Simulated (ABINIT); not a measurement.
# Geometry relaxation, with input and output: Re (part 2 of 3)

Re (2 atoms in the cell); Kohn-Sham DFT of a periodic cell, PBE with D3, Ansatz PAW PBE default generated set, frozen core, no spin polarisation (ABINIT 10.8.3); cutoff 419.06 eV, 11×11×6 k-mesh, fermi-dirac of 0.05 eV. The structure derives from an entry of the Crystallography Open Database.

Geometry of the input (Å; fractional positions):
```
2.7608  0.0000  0.0000
-1.3804  2.3909  0.0000
0.0000  0.0000  4.4582
Re 0.6667  0.3333  0.7500
Re 0.3333  0.6667  0.2500
```

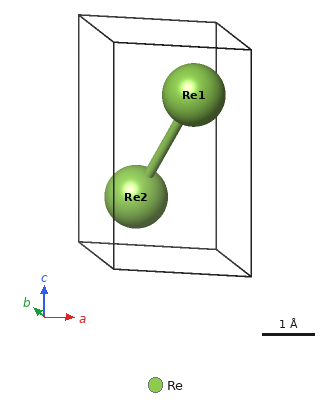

Fig. 1: The geometry at step 2 of the log (ball-and-stick view of the cell of the calculation, seen slightly off an axis; atoms are numbered from 1 in the order of the input).

Log, continued:
```
     iter   Etot(hartree)      deltaE(h)  residm     nres2
 ETOT  1  -160.42231164029    -1.604E+02 1.533E-05 1.903E-03
 ETOT  2  -160.42230642382     5.216E-06 1.345E-05 3.207E-05
 ETOT  3  -160.42230636168     6.213E-08 1.498E-05 1.453E-06
 ETOT  4  -160.42230636179    -1.032E-10 1.255E-05 5.457E-08
 ETOT  5  -160.42230636176     3.050E-11 1.376E-05 1.744E-09
 ETOT  6  -160.42230636175     5.116E-13 1.149E-05 6.808E-11

 At SCF step    6       nres2   =  6.81E-11 < tolvrs=  1.00E-09 =>converged.

 Cartesian components of stress tensor (hartree/bohr^3)
  sigma(1 1)=  2.38866329E-06  sigma(3 2)=  0.00000000E+00
  sigma(2 2)=  2.38866116E-06  sigma(3 1)=  0.00000000E+00
  sigma(3 3)= -8.05207253E-06  sigma(2 1)=  0.00000000E+00

--- !ResultsGS
iteration_state: {dtset: 1, itime: 3, icycle: 1, }
comment   : Summary of ground state results
lattice_vectors:
- [  5.2061685,   0.0000000,   0.0000000, ]
- [ -2.6030842,   4.5086742,   0.0000000, ]
- [  0.0000000,   0.0000000,   8.4190296, ]
lattice_lengths: [   5.20617,    5.20617,    8.41903, ]
lattice_angles: [ 90.000,  90.000, 120.000, ] # degrees, (23, 13, 12)
lattice_volume:   1.9761919E+02
convergence: {deltae:  5.116E-13, res2:  6.808E-11, residm:  1.149E-05, diffor: null, }
etotal    :  -1.60422306E+02
entropy   :   0.00000000E+00
fermie    :   4.96354473E-01
cartesian_stress_tensor: # hartree/bohr^3
- [  2.38866329E-06,   0.00000000E+00,   0.00000000E+00, ]
- [  0.00000000E+00,   2.38866116E-06,   0.00000000E+00, ]
- [  0.00000000E+00,   0.00000000E+00,  -8.05207253E-06, ]
pressure_GPa:   3.2115E-02
xred      :
- [  6.6667E-01,   3.3333E-01,   7.5000E-01, Re]
- [  3.3333E-01,   6.6667E-01,   2.5000E-01, Re]
cartesian_forces: # hartree/bohr
- [ -2.06881144E-28,  -1.19442884E-28,  -0.00000000E+00, ]
- [  2.06881144E-28,   1.19442884E-28,  -0.00000000E+00, ]
force_length_stats: {min:   2.38885768E-28, max:   2.38885768E-28, mean:   2.38885768E-28, }
...

 Integrated electronic density in atomic spheres:
 ------------------------------------------------
 Atom  Sphere_radius  Integrated_density
    1        2.63806         13.96322649
    2        2.63806         13.96322649

---OUTPUT-----------------------------------------------------------------------

 Cartesian coordinates (xcart) [bohr]
  2.60308424118088E+00  1.50289138634652E+00  6.31427220246531E+00
 -8.99652585285895E-10  3.00578277426199E+00  2.10475739891571E+00
 Reduced coordinates (xred)
  6.66666666319869E-01  3.33333332985348E-01  7.49999999660402E-01
  3.33333332986535E-01  6.66666666318681E-01  2.49999999660402E-01
 Cartesian forces (fcart) [Ha/bohr]; max,rms= 2.06881E-28 1.37921E-28 (free atoms)
 -2.06881143500932E-28 -1.19442883888374E-28 -0.00000000000000E+00
  2.06881143500932E-28  1.19442883888374E-28 -0.00000000000000E+00
 Gradient of E wrt nuclear positions in reduced coordinates (gred)
  1.07705808926175E-27 -9.05683141540832E-44  0.00000000000000E+00
 -1.07705808926175E-27  9.05683141540832E-44 -0.00000000000000E+00
 Scale of Primitive Cell (acell) [bohr]
  5.20616848416106E+00  5.20616848423123E+00  8.41902960709920E+00
 Real space primitive translations (rprimd) [bohr]
  5.20616848416106E+00  0.00000000000000E+00  0.00000000000000E+00
 -2.60308424208053E+00  4.50867416374642E+00  0.00000000000000E+00
  0.00000000000000E+00  0.00000000000000E+00  8.41902960709920E+00
 Unitary Cell Volume (ucvol) [Bohr^3]=  1.97619186022230E+02
 Angles (23,13,12)= [degrees]
  9.00000000000000E+01  9.00000000000000E+01  1.19999999999554E+02
 Lengths [Bohr]
  5.20616848416106E+00  5.20616848423123E+00  8.41902960709920E+00
 Stress tensor in cartesian coordinates (strten) [Ha/bohr^3]
  2.38866328787501E-06  0.00000000000000E+00  0.00000000000000E+00
  0.00000000000000E+00  2.38866115677416E-06  0.00000000000000E+00
  0.00000000000000E+00  0.00000000000000E+00 -8.05207253132267E-06
 Total energy (etotal) [Ha]= -1.60422306361755E+02

 Difference of energy with previous step (new-old):
           Absolute (Ha)=-1.60777E-06
           Relative     =-1.00221E-08

--- Iteration: ( 4/60) Internal Cycle: (1/1)
--------------------------------------------------------------------------------

---SELF-CONSISTENT-FIELD CONVERGENCE--------------------------------------------

--- !BeginCycle
iteration_state: {dtset: 1, itime: 4, icycle: 1, }
solver: {iscf: 17, nstep: 100, nline: 4, wfoptalg: 10, }
tolerances: {tolvrs: 1.00E-09, }
...

     iter   Etot(hartree)      deltaE(h)  residm     nres2
 ETOT  1  -160.42231050078    -1.604E+02 1.085E-05 9.956E-04
 ETOT  2  -160.42230689429     3.606E-06 9.434E-06 1.613E-05
 ETOT  3  -160.42230683817     5.612E-08 1.002E-05 2.476E-07
 ETOT  4  -160.42230683899    -8.218E-10 8.404E-06 3.262E-08
 ETOT  5  -160.42230683898     1.080E-11 8.857E-06 5.151E-10

 At SCF step    5       nres2   =  5.15E-10 < tolvrs=  1.00E-09 =>converged.

 Cartesian components of stress tensor (hartree/bohr^3)
  sigma(1 1)=  1.84991881E-06  sigma(3 2)=  0.00000000E+00
  sigma(2 2)=  1.84991668E-06  sigma(3 1)=  0.00000000E+00
  sigma(3 3)= -4.92172611E-07  sigma(2 1)=  0.00000000E+00

--- !ResultsGS
iteration_state: {dtset: 1, itime: 4, icycle: 1, }
comment   : Summary of ground state results
lattice_vectors:
- [  5.2054636,   0.0000000,   0.0000000, ]
- [ -2.6027318,   4.5080637,   0.0000000, ]
- [  0.0000000,   0.0000000,   8.4226845, ]
lattice_lengths: [   5.20546,    5.20546,    8.42268, ]
lattice_angles: [ 90.000,  90.000, 120.000, ] # degrees, (23, 13, 12)
lattice_volume:   1.9765144E+02
convergence: {deltae:  1.080E-11, res2:  5.151E-10, residm:  8.857E-06, diffor: null, }
etotal    :  -1.60422307E+02
entropy   :   0.00000000E+00
fermie    :   4.96273793E-01
cartesian_stress_tensor: # hartree/bohr^3
- [  1.84991881E-06,   0.00000000E+00,   0.00000000E+00, ]
- [  0.00000000E+00,   1.84991668E-06,   0.00000000E+00, ]
- [  0.00000000E+00,   0.00000000E+00,  -4.92172611E-07, ]
pressure_GPa:  -3.1458E-02
xred      :
- [  6.6667E-01,   3.3333E-01,   7.5000E-01, Re]
- [  3.3333E-01,   6.6667E-01,   2.5000E-01, Re]
cartesian_forces: # hartree/bohr
- [ -4.65545608E-28,  -2.68782882E-28,  -0.00000000E+00, ]
- [  4.65545608E-28,   2.68782882E-28,  -0.00000000E+00, ]
force_length_stats: {min:   5.37565764E-28, max:   5.37565764E-28, mean:   5.37565764E-28, }
...

 Integrated electronic density in atomic spheres:
 ------------------------------------------------
 Atom  Sphere_radius  Integrated_density
    1        2.63806         13.96328339
    2        2.63806         13.96328339

---OUTPUT-----------------------------------------------------------------------

 Cartesian coordinates (xcart) [bohr]
  2.60273178187560E+00  1.50268789387188E+00  6.31701339736167E+00
 -8.99530763559898E-10  3.00537578931250E+00  2.10567113054700E+00
 Reduced coordinates (xred)
  6.66666666319869E-01  3.33333332985348E-01  7.49999999660402E-01
  3.33333332986535E-01  6.66666666318681E-01  2.49999999660402E-01
 Cartesian forces (fcart) [Ha/bohr]; max,rms= 4.65546E-28 3.10364E-28 (free atoms)
 -4.65545608056287E-28 -2.68782882126516E-28 -0.00000000000000E+00
  4.65545608056287E-28  2.68782882126516E-28 -0.00000000000000E+00
 Gradient of E wrt nuclear positions in reduced coordinates (gred)
  2.42338070083895E-27  1.88247129213015E-43  0.00000000000000E+00
 -2.42338070083895E-27 -1.88247129213015E-43 -0.00000000000000E+00
 Scale of Primitive Cell (acell) [bohr]
  5.20546356555027E+00  5.20546356562042E+00  8.42268453362932E+00
 Real space primitive translations (rprimd) [bohr]
  5.20546356555027E+00  0.00000000000000E+00  0.00000000000000E+00
 -2.60273178277513E+00  4.50806368632186E+00  0.00000000000000E+00
  0.00000000000000E+00  0.00000000000000E+00  8.42268453362932E+00
 Unitary Cell Volume (ucvol) [Bohr^3]=  1.97651442669062E+02
 Angles (23,13,12)= [degrees]
  9.00000000000000E+01  9.00000000000000E+01  1.19999999999554E+02
 Lengths [Bohr]
  5.20546356555027E+00  5.20546356562042E+00  8.42268453362932E+00
 Stress tensor in cartesian coordinates (strten) [Ha/bohr^3]
  1.84991881017893E-06  0.00000000000000E+00  0.00000000000000E+00
  0.00000000000000E+00  1.84991667979278E-06  0.00000000000000E+00
  0.00000000000000E+00  0.00000000000000E+00 -4.92172611360475E-07
 Total energy (etotal) [Ha]= -1.60422306838980E+02

 Difference of energy with previous step (new-old):
           Absolute (Ha)=-4.77225E-07
           Relative     =-2.97481E-09

--- Iteration: ( 5/60) Internal Cycle: (1/1)
--------------------------------------------------------------------------------

---SELF-CONSISTENT-FIELD CONVERGENCE--------------------------------------------

--- !BeginCycle
iteration_state: {dtset: 1, itime: 5, icycle: 1, }
solver: {iscf: 17, nstep: 100, nline: 4, wfoptalg: 10, }
tolerances: {tolvrs: 1.00E-09, }
...

     iter   Etot(hartree)      deltaE(h)  residm     nres2
 ETOT  1  -160.42230714778    -1.604E+02 7.786E-06 7.698E-05
 ETOT  2  -160.42230687821     2.696E-07 6.780E-06 1.345E-06
 ETOT  3  -160.42230687366     4.541E-09 5.790E-06 2.495E-08
 ETOT  4  -160.42230687372    -5.213E-11 5.892E-06 2.761E-09
 ETOT  5  -160.42230687372     7.390E-13 5.027E-06 3.876E-11

 At SCF step    5       nres2   =  3.88E-11 < tolvrs=  1.00E-09 =>converged.

 Cartesian components of stress tensor (hartree/bohr^3)
  sigma(1 1)=  2.75731386E-07  sigma(3 2)=  0.00000000E+00
  sigma(2 2)=  2.75729255E-07  sigma(3 1)=  0.00000000E+00
  sigma(3 3)=  1.69844375E-07  sigma(2 1)=  0.00000000E+00

--- !ResultsGS
iteration_state: {dtset: 1, itime: 5, icycle: 1, }
comment   : Summary of ground state results
lattice_vectors:
- [  5.2050871,   0.0000000,   0.0000000, ]
- [ -2.6025435,   4.5077376,   0.0000000, ]
- [  0.0000000,   0.0000000,   8.4233931, ]
lattice_lengths: [   5.20509,    5.20509,    8.42339, ]
lattice_angles: [ 90.000,  90.000, 120.000, ] # degrees, (23, 13, 12)
lattice_volume:   1.9763948E+02
convergence: {deltae:  7.390E-13, res2:  3.876E-11, residm:  5.027E-06, diffor: null, }
etotal    :  -1.60422307E+02
entropy   :   0.00000000E+00
fermie    :   4.96319863E-01
cartesian_stress_tensor: # hartree/bohr^3
- [  2.75731386E-07,   0.00000000E+00,   0.00000000E+00, ]
- [  0.00000000E+00,   2.75729255E-07,   0.00000000E+00, ]
- [  0.00000000E+00,   0.00000000E+00,   1.69844375E-07, ]
pressure_GPa:  -7.0738E-03
xred      :
- [  6.6667E-01,   3.3333E-01,   7.5000E-01, Re]
- [  3.3333E-01,   6.6667E-01,   2.5000E-01, Re]
cartesian_forces: # hartree/bohr
- [ -2.06924125E-28,  -1.19467699E-28,  -0.00000000E+00, ]
- [  2.06924125E-28,   1.19467699E-28,  -0.00000000E+00, ]
force_length_stats: {min:   2.38935399E-28, max:   2.38935399E-28, mean:   2.38935399E-28, }
...

 Integrated electronic density in atomic spheres:
 ------------------------------------------------
 Atom  Sphere_radius  Integrated_density
    1        2.63806         13.96324094
    2        2.63806         13.96324094

---OUTPUT-----------------------------------------------------------------------

 Cartesian coordinates (xcart) [bohr]
  2.60254353746944E+00  1.50257921091338E+00  6.31754483061290E+00
 -8.99465701152023E-10  3.00515842339538E+00  2.10584827496392E+00
 Reduced coordinates (xred)
  6.66666666319869E-01  3.33333332985348E-01  7.49999999660402E-01
  3.33333332986535E-01  6.66666666318681E-01  2.49999999660402E-01
 Cartesian forces (fcart) [Ha/bohr]; max,rms= 2.06924E-28 1.37949E-28 (free atoms)
 -2.06924125068966E-28 -1.19467699308249E-28 -0.00000000000000E+00
  2.06924125068966E-28  1.19467699308249E-28 -0.00000000000000E+00
 Gradient of E wrt nuclear positions in reduced coordinates (gred)
  1.07705808926175E-27 -9.81881196029958E-45  0.00000000000000E+00
 -1.07705808926175E-27  9.81881196029958E-45 -0.00000000000000E+00
 Scale of Primitive Cell (acell) [bohr]
  5.20508707673781E+00  5.20508707680795E+00  8.42339311129796E+00
 Real space primitive translations (rprimd) [bohr]
  5.20508707673781E+00  0.00000000000000E+00  0.00000000000000E+00
 -2.60254353836890E+00  4.50773763744602E+00  0.00000000000000E+00
  0.00000000000000E+00  0.00000000000000E+00  8.42339311129796E+00
 Unitary Cell Volume (ucvol) [Bohr^3]=  1.97639478619966E+02
 Angles (23,13,12)= [degrees]
  9.00000000000000E+01  9.00000000000000E+01  1.19999999999554E+02
 Lengths [Bohr]
  5.20508707673781E+00  5.20508707680795E+00  8.42339311129796E+00
 Stress tensor in cartesian coordinates (strten) [Ha/bohr^3]
  2.75731386056854E-07  0.00000000000000E+00  0.00000000000000E+00
  0.00000000000000E+00  2.75729255483359E-07  0.00000000000000E+00
  0.00000000000000E+00  0.00000000000000E+00  1.69844375084993E-07
 Total energy (etotal) [Ha]= -1.60422306873716E+02

 Difference of energy with previous step (new-old):
           Absolute (Ha)=-3.47356E-08
           Relative     =-2.16526E-10

 At Broyd/MD step   5, gradients are converged :
  max grad (force/stress) = 2.7573E-05 < tolmxf= 1.0000E-04 ha/bohr (free atoms)

================================================================================

 ----iterations are completed or convergence reached----

 Mean square residual over all n,k,spin=   43.584E-10; max=  50.265E-07
 reduced coordinates (array xred) for    2 atoms
       0.666666666320      0.333333332985      0.749999999660
       0.333333332987      0.666666666319      0.249999999660
 rms dE/dt=  6.2184E-28; max dE/dt=  1.0771E-27; dE/dt below (all hartree)
    1       0.000000000000      0.000000000000      0.000000000000
    2      -0.000000000000      0.000000000000      0.000000000000

 cartesian coordinates (angstrom) at end:
    1      1.37720672947739     0.79513067545255     3.34310075095040
    2     -0.00000000047598     1.59026135173517     1.11436691597430

 cartesian forces (hartree/bohr) at end:
    1     -0.00000000000000    -0.00000000000000    -0.00000000000000
    2      0.00000000000000     0.00000000000000    -0.00000000000000
 frms,max,avg= 1.3794942E-28 2.0692413E-28   0.000E+00  0.000E+00  0.000E+00 h/b

 cartesian forces (eV/Angstrom) at end:
    1     -0.00000000000000    -0.00000000000000    -0.00000000000000
    2      0.00000000000000     0.00000000000000    -0.00000000000000
 frms,max,avg= 7.0936442E-27 1.0640466E-26   0.000E+00  0.000E+00  0.000E+00 e/A
 length scales=  5.205087076738  5.205087076808  8.423393111298 bohr
              =  2.754413459907  2.754413459944  4.457467669952 angstroms
 Fermi (or HOMO) energy (hartree) =   0.49632   Average Vxc (hartree)=  -0.53648
 Eigenvalues (hartree) for nkpt=  64  k points:
 kpt#   1, nband= 19, wtk=  0.00138, kpt=  0.0000  0.0000  0.0000 (reduced coord)
  -2.43561   -2.43101   -1.05880   -1.01923   -1.01923   -1.01274   -1.01274   -1.01221
   0.13243    0.25109    0.43668    0.43773    0.43773    0.46856    0.46856    0.50379
   0.50379    0.51790    0.62083
      occupation numbers for kpt#   1
   2.00000    2.00000    2.00000    2.00000    2.00000    2.00000    2.00000    2.00000
   2.00000    2.00000    2.00000    2.00000    2.00000    2.00000    2.00000    0.03381
   0.03381    0.00002    0.00000
 prteigrs : prtvol=0 or 1, do not print more k-points.

 Fermi (or HOMO) energy (eV) =  13.50555   Average Vxc (eV)= -14.59831
 Eigenvalues (   eV  ) for nkpt=  64  k points:
 kpt#   1, nband= 19, wtk=  0.00138, kpt=  0.0000  0.0000  0.0000 (reduced coord)
 -66.27636  -66.15126  -28.81147  -27.73454  -27.73454  -27.55819  -27.55819  -27.54357
   3.60361    6.83258   11.88276   11.91115   11.91115   12.75007   12.75007   13.70871
  13.70871   14.09280   16.89362
 prteigrs : prtvol=0 or 1, do not print more k-points.

--- !EnergyTerms
iteration_state     : {dtset: 1, itime: 5, icycle: 1, }
comment             : Components of total free energy in Hartree
kinetic             :  3.98287153304513E+01
hartree             :  1.99049365939791E+01
xc                  : -2.97169686879717E+01
Ewald energy        : -1.40556297783514E+02
psp_core            :  1.17171774088645E+01
local_psp           : -6.70965801959999E+01
PAW spherical_terms :  5.54023871994031E+00
VdWaals_dft_d       : -4.30265260370013E-02
internal            : -1.60421805140288E+02
'-kT*entropy'       : -5.02818346863665E-04
total_energy        : -1.60422307958634E+02
total_energy_eV     : -4.36531338433411E+03
...

--- !EnergyTermsDC
iteration_state     : {dtset: 1, itime: 5, icycle: 1, }
comment             : '"Double-counting" decomposition of free energy'
band_energy         : -1.68308637597483E+01
Ewald energy        : -1.40556297783514E+02
psp_core            :  1.17171774088645E+01
xc_dc               : -2.72397348617034E+01
PAW spherical_terms :  1.25309414667693E+01
VdWaals_dft_d       : -4.30265260370013E-02
internal            : -1.60421804055369E+02
'-kT*entropy'       : -5.02818346863665E-04
total_energy_dc     : -1.60422306873716E+02
total_energy_dc_eV  : -4.36531335481198E+03
...

--- !EnergyTermsWithPAWCore
iteration_state     : {dtset: 1, itime: 5, icycle: 1, }
comment             : 'Components of total free energy, including PAW core contributions'
Total energy        : -3.02925797307846E+04
Total energy DC     : -3.02925797296997E+04
Total energy (eV)   : -8.24303087441556E+05
Total energy DC (eV): -8.24303087412034E+05
...

 Cartesian components of stress tensor (hartree/bohr^3)
  sigma(1 1)=  2.75731386E-07  sigma(3 2)=  0.00000000E+00
  sigma(2 2)=  2.75729255E-07  sigma(3 1)=  0.00000000E+00
  sigma(3 3)=  1.69844375E-07  sigma(2 1)=  0.00000000E+00

-Cartesian components of stress tensor (GPa)         [Pressure= -7.0738E-03 GPa]
- sigma(1 1)=  8.11229745E-03  sigma(3 2)=  0.00000000E+00
- sigma(2 2)=  8.11223477E-03  sigma(3 1)=  0.00000000E+00
- sigma(3 3)=  4.99699404E-03  sigma(2 1)=  0.00000000E+00

== END DATASET(S) ==============================================================
================================================================================

 -outvars: echo values of variables after computation  --------
            acell      5.2050870767E+00  5.2050870768E+00  8.4233931113E+00 Bohr
           etotal     -1.6042230687E+02
            fcart     -2.0692412507E-28 -1.1946769931E-28 -0.0000000000E+00
                       2.0692412507E-28  1.1946769931E-28 -0.0000000000E+00
            rprim      1.0000000000E+00  0.0000000000E+00  0.0000000000E+00
                      -4.9999999999E-01  8.6602540379E-01  0.0000000000E+00
                       0.0000000000E+00  0.0000000000E+00  1.0000000000E+00
           strten      2.7573138606E-07  2.7572925548E-07  1.6984437508E-07
                       0.0000000000E+00  0.0000000000E+00  0.0000000000E+00
           xangst      1.3772067295E+00  7.9513067545E-01  3.3431007510E+00
                      -4.7597675072E-10  1.5902613517E+00  1.1143669160E+00
             xred      6.6666666632E-01  3.3333333299E-01  7.4999999966E-01
                       3.3333333299E-01  6.6666666632E-01  2.4999999966E-01
 Calculation completed.
```

Trajectory as extended XYZ (Å, eV, eV/Å), 5 frames, from step=0 to step=4:
```
2
Lattice="2.7608 0.0000 0.0000 -1.3804 2.3909 0.0000 0.0000 0.0000 4.4582" Properties=species:S:1:pos:R:3:forces:R:3 step=0 energy=-4365.31243
Re    1.3804    0.7970    3.3436    0.0000   0.0000   0.0000
Re    0.0000    1.5939    1.1145    0.0000   0.0000   0.0000
2
Lattice="2.7548 0.0000 0.0000 -1.3774 2.3857 0.0000 0.0000 0.0000 4.4527" Properties=species:S:1:pos:R:3:forces:R:3 step=1 energy=-4365.31330
Re    1.3774    0.7952    3.3395    0.0000   0.0000   0.0000
Re    0.0000    1.5905    1.1132    0.0000   0.0000   0.0000
2
Lattice="2.7550 0.0000 0.0000 -1.3775 2.3859 0.0000 0.0000 0.0000 4.4552" Properties=species:S:1:pos:R:3:forces:R:3 step=2 energy=-4365.31334
Re    1.3775    0.7953    3.3414    0.0000   0.0000   0.0000
Re    0.0000    1.5906    1.1138    0.0000   0.0000   0.0000
2
Lattice="2.7546 0.0000 0.0000 -1.3773 2.3856 0.0000 0.0000 0.0000 4.4571" Properties=species:S:1:pos:R:3:forces:R:3 step=3 energy=-4365.31335
Re    1.3773    0.7952    3.3428    0.0000   0.0000   0.0000
Re    0.0000    1.5904    1.1143    0.0000   0.0000   0.0000
2
Lattice="2.7544 0.0000 0.0000 -1.3772 2.3854 0.0000 0.0000 0.0000 4.4575" Properties=species:S:1:pos:R:3:forces:R:3 step=4 energy=-4365.31336
Re    1.3772    0.7951    3.3431    0.0000   0.0000   0.0000
Re    0.0000    1.5903    1.1144    0.0000   0.0000   0.0000
```
